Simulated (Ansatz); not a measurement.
## Run report: CHSi$_{6}$, geometry relaxation (part 3 of 3)

CHSi$_{6}$ (slab, 8 atoms in the cell); DFT PBEsol, scalar-relativistic, plane waves, PAW, spin-polarised (Ansatz 0.2.0); cutoff 420 eV, 9×9×1 k-mesh, Gaussian smearing of 0.05 eV, collinear spins. The structure derives from a Materials Project entry. The input holds or restrains some coordinates. Forces given for the steps count only the free coordinates. It belongs to a series of runs on one base structure; here: CH put at a top Si site.

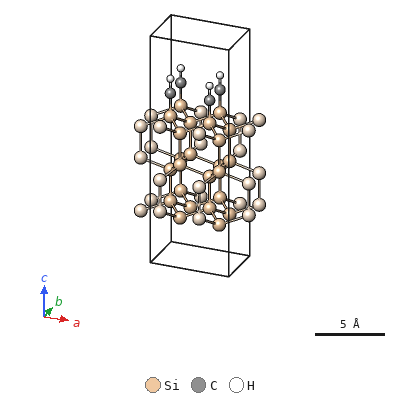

*The geometry at step 3 of the log (ball-and-stick view of the 2 × 2 repeat of the cell, with the vacuum cut short, seen slightly off an axis; neighbours outside the cell are drawn fainter).*

```
WARN: The output density's exchange-correlation potential varies sharply where the density is thin. Do not read a vacuum level from v_tot or v_xc, or from such a field of the output density. On a cell that repeats whose density bears no net charge and no dipole along the vacuum's axis use v_es (v_loc + v_h of the components); under efield.dipole_correction with no amplitude use v_es + v_field, which holds any external_charges[].barrier, or the levels of the report's work_function block, which leave it out; under a non-zero efield.amplitude the vacuum is tilted and has no level; on a cell that repeats and bears such a dipole with no correction it is tilted too, and efield.dipole_correction with no amplitude gives each side of its ramp a level where efield: is served; in a cell that repeats whose density bears a net charge (total_charge, or a fill off its count) it is curved and has none; of a slab under crystal.periodic whose density bears no net charge use v_es, which has a level on each side, short of where the two are joined; of another it falls or rises all the way out and has none; of a slab beside external_charges read slab_vacuum_level instead, which it has where they leave it neutral. The grid or the basis barely resolves most such structure, and the values can differ between equally converged runs; as a rule a tighter scf.convergence.dr2_threshold does not remove it. Where the density itself ripples (under the LDA too) a higher basis.ecutwfc lessens it. The files hold the spikes' plane waves up to the density's cutoff. Files: v_tot_of_output_density and the like, and their columns of v_z.tsv (output.write_potential); v_xc_of_output_density and the like, and their columns of v_comp_z.tsv (output.write_potential_components). Measured: with its Gaussian average of σ = 0.25 Å subtracted twice, the exchange-correlation potential is over 0.1 eV at 190 of the grid points where the equally averaged density (valence and model cores) is under 1e-3 e/Å³, and 0.268 eV at the most among them, at an averaged density of 9.9e-4 e/Å³. The input density's (outcome.potential() and, of a run that writes arrays, v_tot and v_xc) is over 0.1 eV, so measured, at 225 points of its own thin density, 0.700 eV at the most. See output.write_potential in the manual, Limitations
SCF converged after 5 iterations
Magnetization: 0.8460 μB (14.9230 up, 14.0770 down)
Absolute magnetization: 2.5923 μB (∫|ρ↑−ρ↓|, with the PAW one-centre terms)
Spin contamination: 0.8701 ħ² per cell (⟨S²⟩ above its minimum at these occupations)
Per-site moments (μB) at R_I (Å): [(-0.20633784538037991, 0.9684117025591464), (-0.025643909000661887, 0.9684117025591464), (-0.045044570442974906, 0.9683393604399199), (-0.0013558941508378178, 0.9683393604399199), (0.072020825956475, 0.9732501591618291), (-0.009058965445855768, 0.7231547289512339), (0.27826986906510437, 0.4478235270107208), (-0.010096290900589418, 0.4478235270107208)]
Free energy (F): -3985.976551 eV
Harris-Foulkes:  -3985.976551 eV  (|F-HF|=5.22e-8)
Internal energy: -3985.973700 eV  (E = F + TS)
E sigma→0 (E₀):  -3985.975125 eV
Entropy (-TS):   -0.002850 eV (-0.356 meV/atom)
Fermi energy:    -0.290042 eV
Dipole field:    D = 0.035748 V/Å  (p = 0.068133 e·Å, saw-weighted, corrected)
Work function:   Φ+ = 3.7699 eV   Φ− = 4.7430 eV
Levels:          The Fermi level and band energies are counted from a zero that moves with the ramp; work functions are not
--- Per-component energies (eV) ---
  E_band       = -161.503176
  E_kinetic    = 339.165840
  E_local      = -9844.876807  (includes V_loc(G=0)·N_el)
  E_nonlocal   = 185.708969
  E_hartree    = 4763.135312
  E_xc         = -380.946399
  E_vxc        = -346.772426  (∫ρ·V_xc dr)
  E_paw        = -3088.818518  (= ΣΔE_a)
  E_vpaw       = -21.468255  (= ΣTr[D̂ρ^β])
  E_aug_tail   = -0.001242  (compensation charges beyond the density's cutoff)
  E_efield     = 0.001218  (sawtooth field / dipole correction)
  E_vefield    = 0.480485  (∫n·V_field dr)
  E_ewald      = 4040.447463
  E_core_change = 0.210464  (= ΣΔE_core)
  E_smearing   = -0.002850  (= −TS)
  E_closure    = 0.000000  (closes the sum)
  Σ components = -3985.976551   (vs F -3985.976551, Δ=0.00e0)
--- Forces (eV/Å), atoms counted from 1 ---
  atom   1  Si     0.00000000     0.00000000     0.41804224
  atom   2  Si     0.00000000    -0.00000000    -0.58854071
  atom   3  Si    -0.00000000    -0.00000000     0.16257257
  atom   4  Si     0.00000000     0.00000000    -0.01053660
  atom   5  Si     0.00000000     0.00000000     0.01655082
  atom   6  Si    -0.00000000    -0.00000000     0.01942234
  atom   7  C      0.00000000     0.00000000    -0.01603391
  atom   8  H      0.00000000     0.00000000    -0.00149606
  max |Σ_I F_I| component: 1.93e-5 eV/Å
--- Band table (eV; the first three rows and the last of 24) ---
  k-point 0 ↑: bands = ["-12.9800", "-11.9372", "-10.9508", "-10.1896", "-7.2015", "-5.5058", "-3.0378", "-1.9455", "-1.9455", "-1.2711", "-1.2711", "-0.4784", "-0.4784", "0.0616", "0.1343", "0.1343", "1.1125", "1.7331", "2.3173", "2.3173", "2.9044", "2.9537", "3.1927"]
  k-point 1 ↑: bands = ["-12.9042", "-11.8041", "-10.8280", "-10.0641", "-7.1644", "-5.4669", "-3.0780", "-2.6980", "-2.1692", "-2.1269", "-1.5210", "-1.3369", "-0.7188", "-0.6154", "-0.0229", "0.2070", "1.5878", "2.1425", "2.5877", "2.7824", "2.9536", "3.1632", "3.4375"]
  k-point 2 ↑: bands = ["-12.7079", "-11.4094", "-10.4662", "-9.6856", "-7.1160", "-5.5216", "-4.1610", "-3.6637", "-3.3429", "-2.5330", "-2.4501", "-1.9907", "-1.2899", "-1.1932", "-0.2948", "0.1605", "1.1457", "1.8522", "2.6394", "2.9111", "3.6040", "3.6657", "3.9760"]
  k-point 11 ↓: bands = ["-10.8992", "-9.0739", "-9.0644", "-8.0422", "-7.8501", "-7.0771", "-7.0596", "-5.1787", "-4.7842", "-4.5325", "-3.8517", "-3.2462", "-2.8713", "-0.9589", "-0.1568", "0.2794", "1.7578", "2.2506", "3.6206", "3.9234", "4.5877", "5.4057", "5.7104"]
--- Relaxed structure (5 steps of the walk, 5 accepted, 0 SCFs on fresh bases) ---
  F+E_penalty+E_count = -3985.97655054 eV   max|allowed force component| = 1.942e-2 eV/Å
  atoms:
    - { symbol: Si, position: [0.6666666666666667, 0.33333333333333337, 0.3122574066] }
    - { symbol: Si, position: [0.33333333333333337, 0.6666666666666667, 0.3415299164] }
    - { symbol: Si, position: [0.33333333333333337, 0.6666666666666667, 0.4284226886] }
    - { symbol: Si, position: [0.6666666666666667, 0.33333333333333337, 0.45767621142911574] }
    - { symbol: Si, position: [0.6666666666666667, 0.33333333333333337, 0.5443513117791546] }
    - { symbol: Si, position: [0.33333333333333337, 0.6666666666666667, 0.5750159996473422] }
    - { symbol: C, position: [0.33333333333333337, 0.6666666666666667, 0.6394182585223199] }
    - { symbol: H, position: [0.33333333333333337, 0.6666666666666667, 0.6793002444407095] }
--- Löwdin populations: 8 sites ---
  site symbol       q [e]    m [muB]
     0     Si      3.9409    -0.6714
     1     Si      3.9768     0.0051
     2     Si      3.9507    -0.1046
     3     Si      3.9643    -0.0014
     4     Si      3.9863     0.1741
     5     Si      3.6240    -0.1088
     6      C      4.4440     1.5804
     7      H      0.7617    -0.0404
  spilling = 0.012116 (of n_electrons = 29.000000)
```

File populations.tsv
```
# site	symbol	l	j	q_up	q_dn
# orbitals = lowdin
# n_electrons = 29.000000
# spilling = 0.012116
0	Si	0_3S	-	0.625065	0.707159
0	Si	1_3P	-	1.009681	1.599029
1	Si	0_3S	-	0.596166	0.593094
1	Si	1_3P	-	1.394776	1.392729
2	Si	0_3S	-	0.593901	0.613603
2	Si	1_3P	-	1.329171	1.414042
3	Si	0_3S	-	0.592891	0.597593
3	Si	1_3P	-	1.388559	1.385223
4	Si	0_3S	-	0.635019	0.598880
4	Si	1_3P	-	1.445171	1.307234
5	Si	0_3S	-	0.529266	0.543012
5	Si	1_3P	-	1.228329	1.323363
6	C	0_2S	-	0.647109	0.589724
6	C	1_2P	-	2.365077	0.842048
7	H	0_1S	-	0.360652	0.401055
```

Trajectory as extended XYZ (Å, eV, eV/Å), 5 frames, from step=1 to step=5
```
8
Lattice="3.8249 0.0000 0.0000 -1.9124 3.3125 0.0000 0.0000 0.0000 27.2211" Properties=species:S:1:pos:R:3:forces:R:3 step=1 energy=-3985.77728
Si    1.9124    1.1041    8.5000    0.0000   0.0000   0.3984
Si    0.0000    2.2083    9.2968    0.0000   0.0000  -0.5829
Si    0.0000    2.2083   11.6622    0.0000   0.0000  -0.0648
Si    1.9124    1.1041   12.4243    0.0000   0.0000   0.3132
Si    1.9124    1.1041   14.8176    0.0000   0.0000  -0.8300
Si    0.0000    2.2083   15.4882    0.0000   0.0000   2.5981
C     0.0000    2.2083   17.3682    0.0000   0.0000  -1.4537
H     0.0000    2.2083   18.4682    0.0000   0.0000  -0.3790
8
Lattice="3.8249 0.0000 0.0000 -1.9124 3.3125 0.0000 0.0000 0.0000 27.2211" Properties=species:S:1:pos:R:3:forces:R:3 step=2 energy=-3985.92498
Si    1.9124    1.1041    8.5000    0.0000   0.0000   0.4074
Si    0.0000    2.2083    9.2968    0.0000   0.0000  -0.5626
Si    0.0000    2.2083   11.6622    0.0000   0.0000   0.1490
Si    1.9124    1.1041   12.4570    0.0000   0.0000   0.1450
Si    1.9124    1.1041   14.8401    0.0000   0.0000  -0.3117
Si    0.0000    2.2083   15.6220    0.0000   0.0000   1.4138
C     0.0000    2.2083   17.4451    0.0000   0.0000  -1.0932
H     0.0000    2.2083   18.5365    0.0000   0.0000  -0.1499
8
Lattice="3.8249 0.0000 0.0000 -1.9124 3.3125 0.0000 0.0000 0.0000 27.2211" Properties=species:S:1:pos:R:3:forces:R:3 step=3 energy=-3985.96399
Si    1.9124    1.1041    8.5000    0.0000   0.0000   0.4176
Si    0.0000    2.2083    9.2968    0.0000   0.0000  -0.6001
Si    0.0000    2.2083   11.6622    0.0000   0.0000   0.1339
Si    1.9124    1.1041   12.4556    0.0000   0.0000  -0.0645
Si    1.9124    1.1041   14.8061    0.0000   0.0000  -0.0532
Si    0.0000    2.2083   15.6321    0.0000   0.0000  -0.5890
C     0.0000    2.2083   17.3540    0.0000   0.0000   0.7654
H     0.0000    2.2083   18.4393    0.0000   0.0000  -0.0084
8
Lattice="3.8249 0.0000 0.0000 -1.9124 3.3125 0.0000 0.0000 0.0000 27.2211" Properties=species:S:1:pos:R:3:forces:R:3 step=4 energy=-3985.97654
Si    1.9124    1.1041    8.5000    0.0000   0.0000   0.4171
Si    0.0000    2.2083    9.2968    0.0000   0.0000  -0.5888
Si    0.0000    2.2083   11.6622    0.0000   0.0000   0.1629
Si    1.9124    1.1041   12.4585    0.0000   0.0000  -0.0107
Si    1.9124    1.1041   14.8179    0.0000   0.0000   0.0156
Si    0.0000    2.2083   15.6526    0.0000   0.0000   0.0250
C     0.0000    2.2083   17.4057    0.0000   0.0000  -0.0188
H     0.0000    2.2083   18.4913    0.0000   0.0000  -0.0021
8
Lattice="3.8249 0.0000 0.0000 -1.9124 3.3125 0.0000 0.0000 0.0000 27.2211" Properties=species:S:1:pos:R:3:forces:R:3 step=5 energy=-3985.97655
Si    1.9124    1.1041    8.5000    0.0000   0.0000   0.4180
Si    0.0000    2.2083    9.2968    0.0000   0.0000  -0.5885
Si    0.0000    2.2083   11.6622    0.0000   0.0000   0.1626
Si    1.9124    1.1041   12.4585    0.0000   0.0000  -0.0105
Si    1.9124    1.1041   14.8179    0.0000   0.0000   0.0166
Si    0.0000    2.2083   15.6526    0.0000   0.0000   0.0194
C     0.0000    2.2083   17.4057    0.0000   0.0000  -0.0160
H     0.0000    2.2083   18.4913    0.0000   0.0000  -0.0015
```

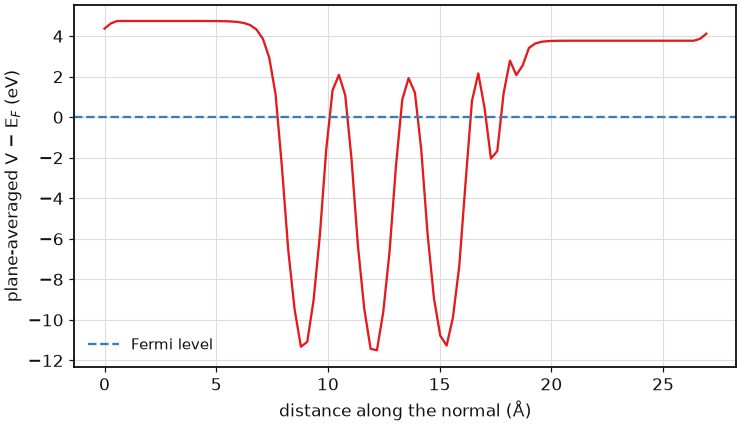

*Plane average of the electrostatic potential energy of an electron across the cell, from the Fermi level.*

The vacuum level lies 3.77 eV above the Fermi level on the upper side and 4.74 eV on the lower.

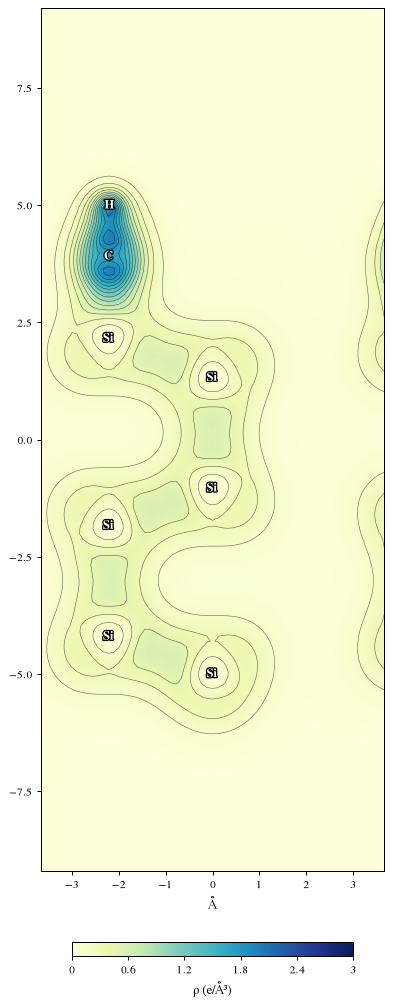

*Valence electron density on the (110) plane of the calculation cell, a cut from vacuum to vacuum.*

C–H (1.09 Å): ρ at the midpoint is about 2 e/Å³. Si–C (1.75 Å): ρ at the midpoint is about 1 e/Å³. Si–Si (2.35 Å): ρ is about 0.57 e/Å³ halfway, a local maximum along the line. The density dies away to nearly zero in the vacuum. The fields are those of the smooth PAW valence density.

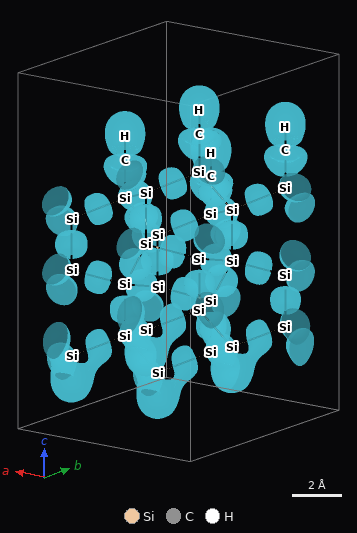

*Isosurface of the ELF at 0.8 (cyan), seen at an oblique angle. Only the valence region is drawn (cores and ρ < 0.01 e/Å³ removed). Sticks mark near contacts.*

Along the contacts the grid gives the following. C–H (1.09 Å): the ELF climbs to about 1 towards the hydrogen, as it does in any bond to H; a covalent bond by its length.

The run was set up as follows.

Input file
```yaml
crystal:
  lattice:
    - [3.824888353, 0.0, 0.0]
    - [-1.9124441765, 3.3124504803, 0.0]
    - [0.0, 0.0, 27.2211317404]
  atoms:
    - { symbol: Si, position: [0.6666666667, 0.3333333333, 0.3122574066] }
    - { symbol: Si, position: [0.3333333333, 0.6666666667, 0.3415299164] }
    - { symbol: Si, position: [0.3333333333, 0.6666666667, 0.4284226886] }
    - { symbol: Si, position: [0.6666666667, 0.3333333333, 0.4564202393] }
    - { symbol: Si, position: [0.6666666667, 0.3333333333, 0.5443410654] }
    - { symbol: Si, position: [0.3333333333, 0.6666666667, 0.5689762193] }
    - { symbol: C, position: [0.3333333333, 0.6666666667, 0.6380402104], spin: 1.0 }
    - { symbol: H, position: [0.3333333333, 0.6666666667, 0.6784499924] }
basis:
  ecutwfc: 420
kpoints:
  mp_grid: { grid: [9, 9, 1] }
hamiltonian:
  xc: pbesol
scf:
  occupations: { method: gaussian, width: 0.05 }
output:
  forces: true
  eigenvalues: true
  populations: true
  write_density: true
  write_potential: true
  elf: true
  volumetric_format: npy
magnetization:
  spin_polarized: true
relax:
  adjacent_minimum: "off"
  f_tol: 0.03
  max_steps: 70
  constraints: [{ sites: [0, 1, 2] }]
efield:
  axis: 3
  dipole_correction: true
  ramp_width: 0.04
```

Launched with:
```bash
ansatz run input.yaml --threads 1 --pin off --max-ram 2560MiB --backend cpu --events-out ev --progress --plain --runs-dir out
```

Results in brief

- outcome: converged under the restraints of the input
- electrons treated: 29
- free energy: −3985.9766 eV
- work function, top face: 3.77 eV
- work function, bottom face: 4.74 eV
- Fermi energy: −0.290 eV
- gap on the k-point mesh: none (metallic)
- net moment of the cell: 0.85 μB
- integrated absolute moment: 2.59 μB
- final volume: 344.89 Å³
- work function (upper face): 3.77 eV
- largest force (length of the vector) at the end, held atoms and coordinates included: 0.589 eV/Å
- hardware: 1 thread of Intel Xeon (Sapphire Rapids), 64 GiB of memory available, shared host
- wall time: 1.7 min
- peak memory: 0.65 GiB

Warnings of the run: the exchange-correlation potential is rough where the density is thin.
